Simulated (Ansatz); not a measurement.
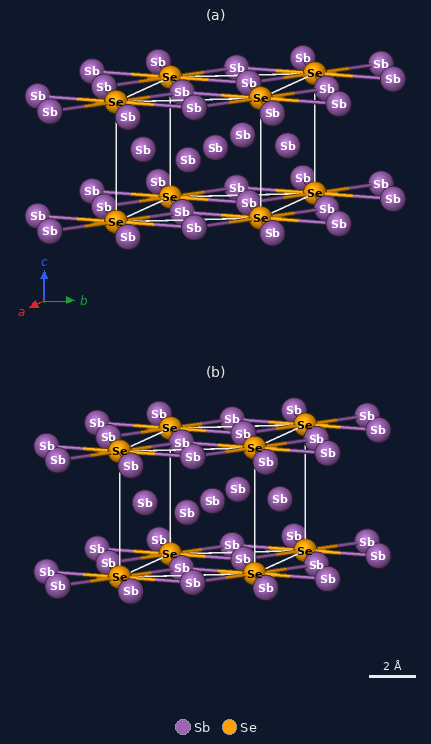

The structure of a crystal of Sb$_{5}$Se (a generated structure, set up in P6/mmm) before (top) and after (bottom) a relaxation, at one scale.

Style: ball-and-stick. Shown: the cell of the calculation, slightly off an axis.

These are results of DFT PBE, scalar-relativistic, plane waves, PAW (Ansatz 0.2.0), not measurements. Settings: plane-wave cutoff 420 eV; k-point mesh 6 × 6 × 8; occupations gaussian; smearing width 0.1 eV; no spin polarisation; cell and atoms relaxed; force threshold 0.01 eV/Å; at most 80 steps.

What changed between the two?

Answer. The energy falls by 67.5 meV per atom in 4 accepted moves (5 points after the start). All forces vanish by symmetry, so only the cell relaxes. The pressure goes from −3.30 to 0.00 GPa. At 1 point the geometry stayed and the basis and grid were re-selected for the new cell (energy shift of 0.4 meV per atom at most each time). No atom moves by more than 0.005 Å relative to the cell. Cell: a = b 6.425 → 6.002 Å (−6.6 %), c 5.366 → 5.632 Å (+5.0 %). Volume −8.4 %. Some distances before and after: Sb–Se 3.709 → 3.465 Å. The space group stays P6/mmm (No. 191).
